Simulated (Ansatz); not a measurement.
## GaN: a changed input and its effect

System: GaN (2 atoms in the cell).
Method of run A: DFT, r2SCAN, plane waves, PAW, no spin polarisation (Ansatz 0.2.0).

The structure was built on a prototype by a generator. The geometry comes from this level: r2SCAN (a point of a series of strains). Text and figures count atoms from 1; the logs count them from 0 in places.

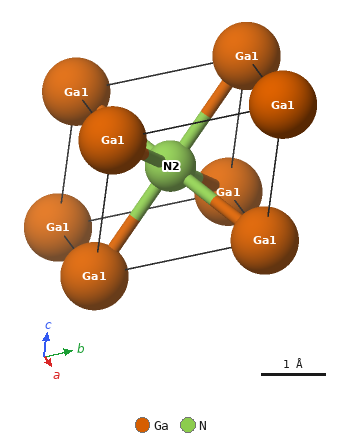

Fig. 1: The input geometry (ball-and-stick view of the reduced cell, seen slightly off an axis; atoms are numbered from 1 in the order of the input).

Input, run A:
```yaml
crystal:
  lattice:
    - [0.0171492587, 2.1256646742, 2.1256646742]
    - [2.1256646742, 0.0171492587, 2.1256646742]
    - [2.1256646742, 2.1256646742, 0.0171492587]
  atoms:
    - { symbol: Ga, position: [0.0, 0.0, 0.0] }
    - { symbol: "N", position: [0.5, 0.5, 0.5] }
kpoints:
  mp_grid: { grid: [10, 10, 10] }
  band_path:
    path:
      - [0.0, 0.0, 0.0]
      - [0.5, 0.0, 0.5]
      - [0.625, 0.25, 0.625]
      - [0.375, 0.375, 0.75]
      - [0.5, 0.5, 0.5]
      - [0.5, 0.25, 0.75]
      - [0.1875, 0.1875, 0.375]
    npoints: 1
hamiltonian:
  xc: r2scan
scf:
  occupations: { method: fixed }
  n_extra_bands: 4
output:
  forces: true
  stress: true
  eigenvalues: true
```

Launched with:
```bash
ansatz run input.yaml --threads 4 --pin off --max-ram 3686MiB --backend cpu --events-out ev --progress --plain --runs-dir out
```

Hardware: 4 threads of an Arm (aarch64) CPU, shared host.

Output, shortened to warnings, some set-up lines, iterations and results (run A):
```
Basis set: ecut = 500 eV, 531 PW (Γ), exchange–correlation on 96×96×96 points (64 copies of the dense FFT grid, shifted against one another)
Symmetry: 12 space group operations
k-points: 116 of 1000
Initial density: superposition of atomic densities (neutral atoms: chi_scale 0, normalization atom), corrected by the library's trained network
[...]
SCF iter   1: F=—  HF=-4175.378808 eV  |F-HF|=—  |Δ(HF+E_count)|=         —  Δρ=1.66e-2  dr2=1.86e-2  dr2_τ=8.96e-2  ethr=1.77e-3  ⟨swp⟩=4.2  Hψ=6950  notcnv=0  defer=160
SCF iter   2: F=—  HF=-4175.432234 eV  |F-HF|=—  |Δ(HF+E_count)|=   5.34e-2  Δρ=6.82e-3  dr2=4.60e-3  dr2_τ=8.27e-5  ethr=1.04e-4  ⟨swp⟩=2.3  Hψ=3755  notcnv=0  defer=228
SCF iter   3: F=—  HF=-4175.432656 eV  |F-HF|=—  |Δ(HF+E_count)|=   4.23e-4  Δρ=4.04e-3  dr2=1.12e-3  dr2_τ=1.16e-4  ethr=2.55e-5  ⟨swp⟩=2.4  Hψ=2603  notcnv=0  defer=231
SCF iter   4: F=—  HF=-4175.432628 eV  |F-HF|=—  |Δ(HF+E_count)|=   2.88e-5  Δρ=1.03e-3  dr2=1.66e-4  dr2_τ=4.38e-5  ethr=6.25e-6  ⟨swp⟩=2.9  Hψ=2709  notcnv=0  defer=231
SCF iter   5: F=—  HF=-4175.432598 eV  |F-HF|=—  |Δ(HF+E_count)|=   2.97e-5  Δρ=1.72e-4  dr2=5.52e-6  dr2_τ=3.55e-7  ethr=9.20e-7  ⟨swp⟩=2.0  Hψ=2072  notcnv=0  defer=164
SCF iter   6: F=—  HF=-4175.432599 eV  |F-HF|=—  |Δ(HF+E_count)|=   1.06e-6  Δρ=1.08e-4  dr2=2.27e-6  dr2_τ=1.57e-7  ethr=3.07e-8  ⟨swp⟩=2.0  Hψ=2509  notcnv=0  defer=2
SCF iter   7: F=—  HF=-4175.432598 eV  |F-HF|=—  |Δ(HF+E_count)|=   4.05e-7  Δρ=5.28e-5  dr2=5.48e-7  dr2_τ=6.43e-9  ethr=1.26e-8  ⟨swp⟩=1.0  Hψ=1514  notcnv=0  defer=2
SCF iter   8: F=-4175.432598 eV  HF=-4175.432598 eV  |F-HF|=1.94e-8  |Δ(HF+E_count)|=   1.15e-7  Δρ=1.21e-5  dr2=2.95e-8  dr2_τ=2.78e-10  ethr=5.56e-10  ⟨swp⟩=4.2  Hψ=7083  …
SCF 1 converged in 8 iterations: F = -4175.432598 eV  dr2 = 2.95e-8
NSCF: frozen V_eff on 7 k-points
SCF converged after 8 iterations
Free energy (F): -4175.432598 eV
Harris-Foulkes:  -4175.432598 eV  (|F-HF|=1.94e-8)
Internal energy: -4175.432598 eV  (E = F + TS)
E sigma→0 (E₀):  -4175.432598 eV
Fermi energy:    12.849719 eV
--- Per-component energies (eV) ---
  E_band       = 35.130111
  E_kinetic    = 247.927024
  E_local      = -1674.746244  (includes V_loc(G=0)·N_el)
  E_nonlocal   = 479.545100
  E_hartree    = 788.671763
  E_xc         = -121.385625
  E_vxc        = -142.836307  (∫ρ·V_xc dr)
  E_paw        = -2141.392755  (= ΣΔE_a)
  E_vpaw       = -459.652426  (= ΣTr[D̂ρ^β])
  E_aug_tail   = -0.000018  (compensation charges beyond the density's cutoff)
  E_vtau       = 7.550812  (kinetic-family band-sum trace: ∫τ·v_τ [+ j·A + Jᵃ·Aᵃ] dr)
  E_ewald      = -1753.369208
  E_core_change = -0.682634  (= ΣΔE_core)
  E_smearing   = -0.000000  (= −TS)
  E_closure    = -0.000000  (closes the sum)
  Σ components = -4175.432598   (vs F -4175.432598, Δ=0.00e0)
--- Forces (eV/Å), atoms counted from 1 ---
  atom   1  Ga     0.00000000    -0.00000000    -0.00000000
  atom   2  N      0.00000000     0.00000000    -0.00000000
  max |Σ_I F_I| component: 5.26e-30 eV/Å
--- Stress (GPa, compression-positive) ---
       -2.884852      -1.894523      -1.894523
       -1.894523      -2.884852      -1.894523
       -1.894523      -1.894523      -2.884852
  P = ⅓ Tr σ = -2.8849 GPa (-28.849 kbar)
```

The input of run B differs as follows (lines with − go, lines with + come):
```diff
-  xc: r2scan
+  xc: pbe
-  occupations: { method: fixed }
+  occupations: { method: fermi_dirac, width: 0.02 }
```

What does this change do to the results?

The total energies belong to different methods, so their difference says nothing on which is more stable or more accurate. The gap on the mesh goes from 1.08 to 0.53 eV. The pressure goes from −2.88 to 5.33 GPa. The functional changes from r2SCAN to PBE. The SCF takes 6 iterations against 8. The default cutoff goes from 500 to 420 eV with the change. The plane waves at Γ go from 531 to 339.

Output, shortened to warnings, some set-up lines, iterations and results (run B):
```
Basis set: ecut = 420 eV, 339 PW (Γ), exchange–correlation on 48×48×48 points (8 copies of the dense FFT grid, shifted against one another)
Symmetry: 12 space group operations
k-points: 116 of 1000
Initial density: superposition of atomic densities (neutral atoms: chi_scale 0, normalization atom), corrected by the library's trained network
[...]
SCF iter   1: F=—  HF=-4166.952795 eV  |F-HF|=—  |Δ(HF+E_count)|=         —  Δρ=2.35e-3  dr2=3.71e-4  ethr=1.77e-3  ⟨swp⟩=4.7  Hψ=7962  notcnv=0
SCF iter   2: F=—  HF=-4166.952785 eV  |F-HF|=—  |Δ(HF+E_count)|=   9.39e-6  Δρ=1.20e-3  dr2=8.96e-5  ethr=2.06e-6  ⟨swp⟩=2.1  Hψ=3445  notcnv=0
SCF iter   3: F=—  HF=-4166.952840 eV  |F-HF|=—  |Δ(HF+E_count)|=   5.41e-5  Δρ=8.45e-5  dr2=5.89e-7  ethr=4.98e-7  ⟨swp⟩=2.1  Hψ=2543  notcnv=0
SCF iter   4: F=—  HF=-4166.952839 eV  |F-HF|=—  |Δ(HF+E_count)|=   2.22e-7  Δρ=3.51e-5  dr2=1.36e-7  ethr=3.27e-9  ⟨swp⟩=2.0  Hψ=2551  notcnv=0
SCF iter   5: F=-4166.952839 eV  HF=-4166.952839 eV  |F-HF|=3.59e-10  |Δ(HF+E_count)|=   8.67e-8  Δρ=1.09e-5  dr2=9.71e-9  ethr=7.54e-10  ⟨swp⟩=2.1  Hψ=2454  notcnv=0
SCF iter   6: F=-4166.952839 eV  HF=-4166.952839 eV  |F-HF|=1.89e-10  |Δ(HF+E_count)|=   2.78e-9  Δρ=1.52e-6  dr2=1.64e-10  ethr=5.39e-11  ⟨swp⟩=1.7  Hψ=4730  notcnv=0
SCF 1 converged in 6 iterations: F = -4166.952839 eV  dr2 = 1.64e-10
NSCF: frozen V_eff on 7 k-points
SCF converged after 6 iterations
Free energy (F): -4166.952839 eV
Harris-Foulkes:  -4166.952839 eV  (|F-HF|=1.89e-10)
Internal energy: -4166.952839 eV  (E = F + TS)
E sigma→0 (E₀):  -4166.952839 eV
Fermi energy:    13.385488 eV
--- Per-component energies (eV) ---
  E_band       = 45.965905
  E_kinetic    = 248.050375
  E_local      = -1671.185491  (includes V_loc(G=0)·N_el)
  E_nonlocal   = 477.183331
  E_hartree    = 784.874416
  E_xc         = -128.516425
  E_vxc        = -134.015682  (∫ρ·V_xc dr)
  E_paw        = -2123.989777  (= ΣΔE_a)
  E_vpaw       = -443.815468  (= ΣTr[D̂ρ^β])
  E_aug_tail   = -0.000061  (compensation charges beyond the density's cutoff)
  E_ewald      = -1753.369208
  E_smearing   = -0.000000  (= −TS)
  E_closure    = 0.000000  (closes the sum)
  Σ components = -4166.952839   (vs F -4166.952839, Δ=0.00e0)
--- Forces (eV/Å), atoms counted from 1 ---
  atom   1  Ga     0.00000000    -0.00000000     0.00000000
  atom   2  N      0.00000000     0.00000000    -0.00000000
  max |Σ_I F_I| component: 8.41e-30 eV/Å
--- Stress (GPa, compression-positive) ---
        5.329499      -1.738477      -1.738477
       -1.738477       5.329499      -1.738477
       -1.738477      -1.738477       5.329499
  P = ⅓ Tr σ = 5.3295 GPa (53.295 kbar)
```

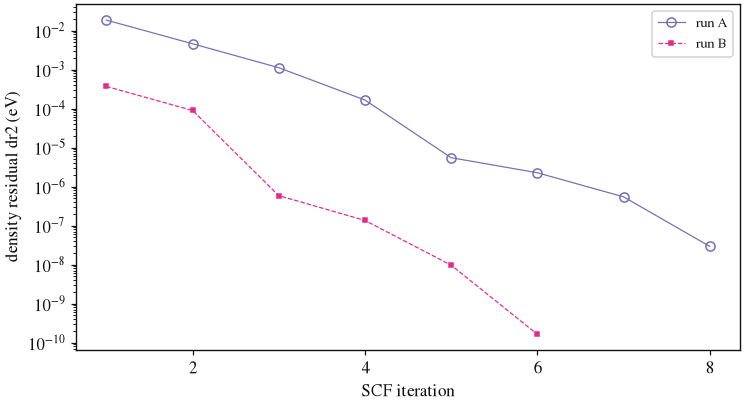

Fig. 2: Convergence of the two runs: density residual dr2 against the SCF iteration. Run A takes 8 iterations in all, and run B takes 6.

The two runs side by side:

| quantity | run A | run B |
| --- | --- | --- |
| outcome | converged | converged |
| free energy per atom (eV) | −2087.7163 | −2083.4764 |
| gap on the mesh (eV) | 1.08 | 0.53 |
| pressure (GPa) | −2.88 | 5.33 |
| largest force (eV/Å) | 0.000 | 0.000 |
| SCF iterations | 8 | 6 |
| irreducible k-points | 116 | 116 |
| plane waves at Γ | 531 | 339 |
| wall time (shared host) | 1.8 s | 0.85 s |

For run B: The cell is under a pressure of 5.3 GPa at this level, so it is not at its equilibrium volume.
